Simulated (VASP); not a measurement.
# CdTe: GW quasiparticle gap

Aim: the quasiparticle gap of CdTe, and what it costs to get it. The cell is of the zinc-blende type, one of the forms listed for this formula. The start is a cell from a database of measured crystal structures.

Program: VASP 6.6.1. Level of theory: LDA; plane waves and PAW (Te_GW, Cd_sv_GW), in the first sound run; inputs show where later runs differ. Results are calculated unless marked as measured.

The database entry behind the starting cell differs from later determinations by our own check (an axis about 1.1 % short against later determinations), so it need not match the best structure at ambient conditions.

### Step 1. The starting structure

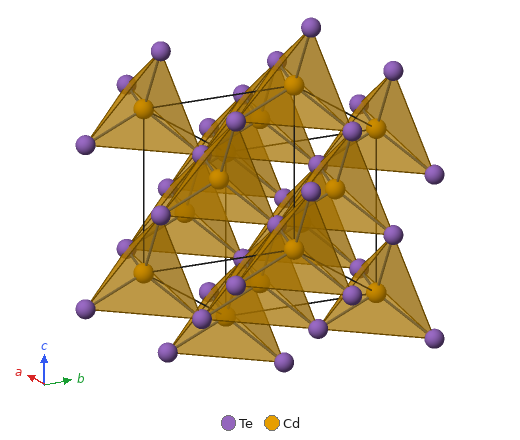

Start, viewed from a free direction; tellurium purple, cadmium orange. This picture shows the conventional cell, with its axes. Some periodic images of atoms are drawn too.

As a file:

```xyz
2
Lattice="0.0000 3.2050 3.2050 3.2050 0.0000 3.2050 3.2050 3.2050 0.0000" Properties=species:S:1:pos:R:3 pbc="T T T"
Te    4.8075    4.8075    4.8075
Cd    0.0000    0.0000    0.0000
```

### Step 2. Ground state

The orbitals come from a self-consistent LDA run with a tight EDIFF and a narrow smearing. KPOINTS_OPT adds the bands along a path, which shows whether the mesh holds the band edges.

The input, INCAR:

```
SYSTEM = CdTe
PREC = Accurate
ENCUT = 380
EDIFF = 1E-08
NELM = 100
ISMEAR = 0
SIGMA = 0.01
LREAL = .FALSE.
ALGO = Normal
GGA = CA
NBANDS = 19
LORBIT = 11
LWAVE = .TRUE.
LCHARG = .FALSE.
KPAR = 4
```

The input, POSCAR:

```
CdTe
1.0
    0.0000000000      3.2050000000      3.2050000000
    3.2050000000      0.0000000000      3.2050000000
    3.2050000000      3.2050000000      0.0000000000
Te Cd
1 1
Direct
    0.7500000000      0.7500000000      0.7500000000
    0.0000000000      0.0000000000      0.0000000000
```

The input, KPOINTS:

```
Automatic mesh
0
Gamma
6 6 6
0 0 0
```

The input, KPOINTS_OPT:

```
Line mode
12
Line-mode
Reciprocal
  0.00000000   0.00000000   0.00000000 GAMMA
  0.50000000   0.00000000   0.50000000 X

  0.50000000   0.00000000   0.50000000 X
  0.50000000   0.25000000   0.75000000 W

  0.50000000   0.25000000   0.75000000 W
  0.37500000   0.37500000   0.75000000 K

  0.37500000   0.37500000   0.75000000 K
  0.00000000   0.00000000   0.00000000 GAMMA

  0.00000000   0.00000000   0.00000000 GAMMA
  0.50000000   0.50000000   0.50000000 L

  0.50000000   0.50000000   0.50000000 L
  0.62500000   0.25000000   0.62500000 U

  0.62500000   0.25000000   0.62500000 U
  0.50000000   0.25000000   0.75000000 W

  0.50000000   0.25000000   0.75000000 W
  0.50000000   0.50000000   0.50000000 L

  0.50000000   0.50000000   0.50000000 L
  0.37500000   0.37500000   0.75000000 K

  0.62500000   0.25000000   0.62500000 U
  0.50000000   0.00000000   0.50000000 X
```

PAW data sets: Te_GW and Cd_sv_GW (LDA family, release 64).

Run with:

```
> mpirun -np 4 vasp_std
```

Output:

```text
[banner, memory and clock lines left out]
running    4 mpi-ranks, on    1 nodes
 distrk:  each k-point on    1 cores,    4 groups
 distr:  one band on    1 cores,    1 groups

 POSCAR found type information on POSCAR TeCd
 POSCAR found :  2 types and       2 ions
 LDA part: xc-table for (Slater(with rela. corr.)+CA(PZ))
 , standard interpolation
 POSCAR, INCAR and KPOINTS ok, starting setup
 FFT: planning ... GRIDC
 FFT: planning ... GRID_SOFT
 FFT: planning ... GRID
 WAVECAR not read
 entering main loop
       N       E                     dE             d eps       ncg     rms          rms(c)
DAV:   1     0.279886018052E+03    0.27989E+03   -0.12697E+04   736   0.122E+03
DAV:   2     0.177685704477E+02   -0.26212E+03   -0.24509E+03   637   0.520E+02
DAV:   3    -0.553422758119E+01   -0.23303E+02   -0.23124E+02   864   0.149E+02
DAV:   4    -0.626705305603E+01   -0.73283E+00   -0.73216E+00   813   0.302E+01
DAV:   5    -0.630259516123E+01   -0.35542E-01   -0.35540E-01   930   0.642E+00    0.250E+01
DAV:   6    -0.607314235813E+01    0.22945E+00   -0.53476E-01   952   0.127E+01    0.170E+01
DAV:   7    -0.605535630260E+01    0.17786E-01   -0.27630E-01   965   0.505E+00    0.128E+00
DAV:   8    -0.604686039639E+01    0.84959E-02   -0.30125E-02   957   0.131E+00    0.366E-01
DAV:   9    -0.604592530765E+01    0.93509E-03   -0.58763E-03   861   0.729E-01    0.520E-02
DAV:  10    -0.604594533909E+01   -0.20031E-04   -0.32762E-04   845   0.158E-01    0.239E-02
DAV:  11    -0.604594593709E+01   -0.59800E-06   -0.20723E-05  1024   0.408E-02    0.485E-03
DAV:  12    -0.604594628063E+01   -0.34354E-06   -0.13215E-06   877   0.131E-02    0.846E-03
DAV:  13    -0.604594622796E+01    0.52673E-07   -0.29123E-07   992   0.904E-03    0.416E-04
DAV:  14    -0.604594622911E+01   -0.11478E-08   -0.16019E-08   631   0.896E-04
   1 F= -.60459462E+01 E0= -.60459462E+01  d E =-.299664-130
 Start KPOINTS_OPT (optional k-point list driver)
k-point batch [1-16\120]
       N       E                     dE             ncg
DAV:   1    -0.487052785217E+04   -0.11982E+05      750
DAV:   2    -0.924454964520E+04   -0.43740E+04      632
DAV:   3    -0.963093880345E+04   -0.38639E+03      864
DAV:   4    -0.964471961178E+04   -0.13781E+02      837
DAV:   5    -0.964539044254E+04   -0.67083E+00      938
DAV:   6    -0.964541195591E+04   -0.21513E-01      861
DAV:   7    -0.964541227615E+04   -0.32024E-03      892
DAV:   8    -0.964541228486E+04   -0.87146E-05      832
DAV:   9    -0.964541228506E+04   -0.19447E-06      914
DAV:  10    -0.964541228506E+04   -0.29358E-08      616
[...]
k-point batch [113-120\120]
       N       E                     dE             ncg
DAV:   1     0.323093006048E+04   -0.85917E+04      371
DAV:   2     0.111304107452E+04   -0.21179E+04      321
DAV:   3     0.946787525299E+03   -0.16625E+03      432
DAV:   4     0.941055458001E+03   -0.57321E+01      464
DAV:   5     0.940803250417E+03   -0.25221E+00      474
DAV:   6     0.940801082685E+03   -0.21677E-02      448
DAV:   7     0.940800981544E+03   -0.10114E-03      477
DAV:   8     0.940800980183E+03   -0.13616E-05      416
DAV:   9     0.940800980132E+03   -0.51121E-07      455
DAV:  10     0.940800980129E+03   -0.22915E-08      328
 writing wavefunctions
```

Run time: 11 s. Hardware: 4 MPI ranks of Intel Xeon 6975P-C (Granite Rapids), shared host; peak memory 0.64 GiB; 42 s of CPU time.

Lines that name or quote the potential files are left out of all logs, and their timing lines are given in words.

From OUTCAR (step 2):

```text
ion  position               nearest neighbor table
   1  0.750  0.750  0.750-   2 2.78   2 2.78   2 2.78   2 2.78
   2  0.000  0.000  0.000-   1 2.78   1 2.78   1 2.78   1 2.78

  LATTYP: Found a face centered cubic cell.
 ALAT       =     6.4100000000

 Subroutine GETGRP returns: Found 24 space group operations
 (whereof 24 operations were pure point group operations)

The static configuration has the point symmetry T_d .

 Found     16 irreducible k-points:

   k-points           NKPTS =     16   k-points in BZ     NKDIM =     16   number of bands    NBANDS=     19

   dimension x,y,z NGX =    30 NGY =   30 NGZ =   30
   dimension x,y,z NGXF=    60 NGYF=   60 NGZF=   60

   ENCUT  =  380.0 eV  27.93 Ry    5.28 a.u.   7.20  7.20  7.20*2*pi/ulx,y,z

   NELECT =      26.0000    total number of electrons

 k-points in reciprocal lattice and weights: Automatic mesh
   0.00000000  0.00000000  0.00000000       0.005
   0.16666667  0.00000000  0.00000000       0.037
   0.33333333  0.00000000  0.00000000       0.037
   0.50000000  0.00000000  0.00000000       0.019
   0.16666667  0.16666667  0.00000000       0.028
   0.33333333  0.16666667  0.00000000       0.111
   0.50000000  0.16666667  0.00000000       0.111
  -0.33333333  0.16666667  0.00000000       0.111
  -0.16666667  0.16666667  0.00000000       0.056
[...]
-0.33333333  0.33333333  0.16666667       0.111
  -0.33333333  0.50000000  0.16666667       0.056

 average (electrostatic) potential at core
       1 -90.9436       2 -90.6229

 E-fermi :   3.7689

 k-point     1 :       0.0000    0.0000    0.0000
  band No.  band energies     occupation
    ...
      9      -4.5259      2.00000
     10      -4.5259      2.00000
     11       3.5983      2.00000
     12       3.5983      2.00000
     13       3.5983      2.00000
     14       4.2397      0.00000
     15       8.1058      0.00000
     16       8.1058      0.00000
     17       8.1058      0.00000
     18      10.8478      0.00000
    ...

 k-point     2 :       0.1667    0.0000    0.0000
  band No.  band energies     occupation
    ...
      9      -4.5280      2.00000
     10      -4.5280      2.00000
     11       1.7504      2.00000
     12       3.3499      2.00000
     13       3.3499      2.00000
     14       5.3685      0.00000
     15       8.2124      0.00000
     16       8.4592      0.00000
     17       8.4592      0.00000
     18      11.8513      0.00000
    ...

 k-point     3 :       0.3333    0.0000    0.0000
  band No.  band energies     occupation
    ...
      9      -4.5238      2.00000
     10      -4.4344      2.00000
     11      -0.1876      2.00000
     12       2.9399      2.00000
     13       2.9399      2.00000
     14       5.3999      0.00000
     15       8.7504      0.00000
     16       8.7504      0.00000
     17       9.7620      0.00000
     18      11.4511      0.00000
    ...

  Total       -0.1862862     -0.1862862     -0.1862862     -0.0000000     -0.0000000      0.0000000
  in kB       -4.5329119     -4.5329119     -4.5329119     -0.0000000     -0.0000000      0.0000000
  external PRESSURE =      -4.5329119 kB  Pullay stress =       0.0000000 kB

  energy-cutoff  :      380.00
  volume of cell :       65.84
      direct lattice vectors                 reciprocal lattice vectors
     0.000000000  3.205000000  3.205000000    -0.156006240  0.156006240  0.156006240
     3.205000000  0.000000000  3.205000000     0.156006240 -0.156006240  0.156006240
     3.205000000  3.205000000  0.000000000     0.156006240  0.156006240 -0.156006240

 POSITION                                       TOTAL-FORCE (eV/Angst)
 -----------------------------------------------------------------------------------
      4.80750      4.80750      4.80750         0.000000      0.000000      0.000000
      0.00000      0.00000      0.00000        -0.000000     -0.000000     -0.000000
 -----------------------------------------------------------------------------------
    total drift:                               -0.000001     -0.000001     -0.000001

  FREE ENERGIE OF THE ION-ELECTRON SYSTEM (eV)
  ---------------------------------------------------
  free  energy   TOTEN  =        -6.0459462291 eV

  energy  without entropy=       -6.0459462291  energy(sigma->0) =       -6.04594623

 total charge
# of ion       s       p       d       f       tot
--------------------------------------------------
    1        1.571   2.641   0.052   0.000   4.263
    2        2.320   6.254   9.163   0.004  17.740
--------------------------------------------------
tot          3.890   8.895   9.215   0.004  22.004

[... 3 further parts left out ...]
```

Numbers from this step:

| Quantity | Value |
| --- | --- |
| free energy (TOTEN) | -6.046 eV |
| Fermi energy | 3.769 eV |
| pressure | -0.4533 GPa |
| least gap on mesh and path | 0.6414 eV |
| least direct gap on mesh and path | 0.6414 eV |

The highest empty bands on the path are converged less tightly, to about 0.1 eV. The electronic bands at the labelled points (eV, zero at the valence-band top; v1 is the highest filled band, c1 the lowest empty one):

```
    point     v4     v3     v2     v1    c1    c2    c3    c4
        Γ  -8.12   0.00   0.00   0.00  0.64  4.51  4.51  4.51
        X  -7.60  -4.55  -2.00  -2.00  2.37  2.54  8.79  9.18
        W  -7.51  -4.43  -2.49  -2.38  4.27  4.54  5.47  6.17
        K  -7.55  -4.45  -2.75  -1.66  2.74  4.45  7.27  7.46
        Γ  -8.12   0.00   0.00   0.00  0.64  4.51  4.51  4.51
        L  -7.75  -4.69  -0.84  -0.84  1.68  5.11  5.11  6.85
        U  -7.55  -4.45  -2.75  -1.66  2.74  4.45  7.27  7.46
        W  -7.51  -4.43  -2.49  -2.38  4.27  4.54  5.47  6.17
        L  -7.75  -4.69  -0.84  -0.84  1.68  5.11  5.11  6.85
        K  -7.55  -4.45  -2.75  -1.66  2.74  4.45  7.27  7.46
jump to U  -7.55  -4.45  -2.75  -1.66  2.74  4.45  7.27  7.46
        X  -7.60  -4.55  -2.00  -2.00  2.37  2.54  8.79  9.18
```

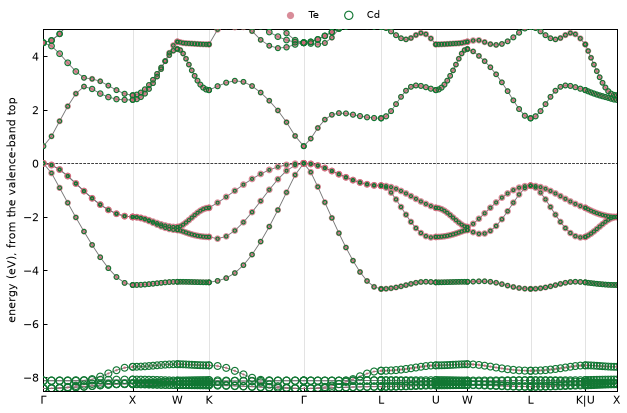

Electronic bands along the path; dots are coloured as in the legend, and their area grows with the weight.

The cell has a gap of 0.641 eV on mesh and path. Spin-orbit coupling is left out, which can shift or reorder these edges.

### Step 3. Empty bands

ALGO = Exact makes the empty bands from the converged ground state in one step. LOPTICS writes the k-derivatives of the orbitals (WAVEDER), which give the long-wavelength limit of the screening.

The input, INCAR:

```
SYSTEM = CdTe
PREC = Accurate
ENCUT = 380
ISMEAR = 0
SIGMA = 0.01
LREAL = .FALSE.
GGA = CA
NBANDS = 364
ALGO = Exact
NELM = 1
LWAVE = .TRUE.
LCHARG = .FALSE.
LOPTICS = .TRUE.
NEDOS = 1000
CSHIFT = 0.1
```

POSCAR is that of step 2.

KPOINTS is that of step 2.

Run with:

```
> mpirun -np 4 vasp_std
```

Output:

```text
[banner, memory and clock lines left out]
running    4 mpi-ranks, on    1 nodes
 distrk:  each k-point on    4 cores,    1 groups
 distr:  one band on    1 cores,    4 groups

 POSCAR found type information on POSCAR TeCd
 POSCAR found :  2 types and       2 ions
 LDA part: xc-table for (Slater(with rela. corr.)+CA(PZ))
 , standard interpolation
 found WAVECAR, reading the header
  number of bands has changed, file:    19 present:   364
  trying to continue reading WAVECAR, but it might fail
 POSCAR, INCAR and KPOINTS ok, starting setup
 FFT: planning ... GRIDC
 FFT: planning ... GRID_SOFT
 FFT: planning ... GRID
 reading WAVECAR
 random initialization beyond band           19
 the WAVECAR file was read successfully
 initial charge from wavefunction
 entering main loop
       N       E                     dE             d eps       ncg     rms          rms(c)
DIA:   1    -0.604594622972E+01   -0.60459E+01    0.00000E+00     0   0.000E+00
   1 F= -.60459462E+01 E0= -.60459462E+01  d E =-.119605E-54
 writing wavefunctions
 optical routines
 imaginary and real dielectric function
 recalculating local potential from charge density
 direction            1
 direction            2
 direction            3
```

The job ended after 10 s (4 MPI ranks; peak memory 1.1 GiB).

OUTCAR, selected parts (step 3):

```text
The static configuration has the point symmetry T_d .

 Found     16 irreducible k-points:

   k-points           NKPTS =     16   k-points in BZ     NKDIM =     16   number of bands    NBANDS=    364

   NELECT =      26.0000    total number of electrons

 E-fermi :   3.7065

 k-point     2 :       0.1667    0.0000    0.0000
  band No.  band energies     occupation
    ...
      9      -4.5280      2.00000
     10      -4.5280      2.00000
     11       1.7504      2.00000
     12       3.3499      2.00000
     13       3.3499      2.00000
     14       5.3685      0.00000
     15       8.2124      0.00000
     16       8.4592      0.00000
     17       8.4592      0.00000
     18      11.8512      0.00000
    ...

 k-point     3 :       0.3333    0.0000    0.0000
  band No.  band energies     occupation
    ...
      9      -4.5238      2.00000
     10      -4.4343      2.00000
     11      -0.1876      2.00000
     12       2.9399      2.00000
     13       2.9399      2.00000
     14       5.3999      0.00000
     15       8.7504      0.00000
     16       8.7504      0.00000
     17       9.7620      0.00000
     18      11.4511      0.00000
    ...

  Total       -0.1869651     -0.1869651     -0.1869651      0.0000000      0.0000000      0.0000000
  in kB       -4.5494298     -4.5494298     -4.5494298      0.0000000      0.0000000      0.0000000
  external PRESSURE =      -4.5494298 kB  Pullay stress =       0.0000000 kB

  FREE ENERGIE OF THE ION-ELECTRON SYSTEM (eV)
  ---------------------------------------------------
  free  energy   TOTEN  =        -6.0459462297 eV

  energy  without entropy=       -6.0459462297  energy(sigma->0) =       -6.04594623

 plasma frequency squared (from intraband transitions) (eV^2)
  --------------------------------------------------------------------------------------
       0.000       0.000       0.000
      -0.000       0.000       0.000
       0.000      -0.000       0.000

[... 11 parts as in an earlier step ...]

[... 2 further parts left out ...]
```

WAVECAR now holds 364 bands for 26 electrons. Its independent-particle dielectric tensor has xx, yy, zz = 18.2, 18.2, 18.2 on this mesh, which isn't tested for convergence in mesh or bands and lacks local fields.

[end of part 1 of 4]

[Lines on the potential files, build, host, timing and source positions are cut from VASP's logs without a mark.]

[Logs are printed without paths, hosts, clocks, repeated set-up lines and the standing remarks that a program may print on its own settings, such as how far it seeks lower states.]

[Hosts, paths, dates, database ids (printed as entryN), source tags and the programs' standing remarks are cut or masked in the printed files.]

[Pressures printed for these runs are not shown converged in the cutoff: they can be off by several GPa and have the wrong sign.]
